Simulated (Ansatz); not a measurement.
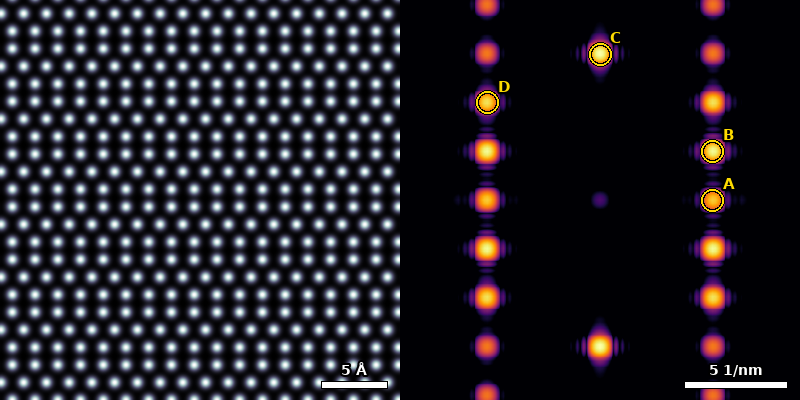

Z-contrast image of a crystal. The image is simulated as a sum over atoms of Z^1.7, blurred by a 0.71 Å probe (no channelling).

The right panel is the modulus of the image's Fourier transform on a logarithmic scale.

Which lattice spacings do the marked spots stand for, and what angle do A and B enclose?

Answer. A: 1.8 Å, B: 1.6 Å, C: 1.4 Å, D: 1.4 Å; A and B enclose about 23°.

The crystal is Zn (P6/mmm, No. 191) along [102]; the spots are (-2 1 1), (-2 0 1), (0 -3 0) and (2 -3 -1). Structure: the geometry given to an electronic-structure calculation, possibly off equilibrium; the starting structure was generated, so it need not be a known form of this composition.
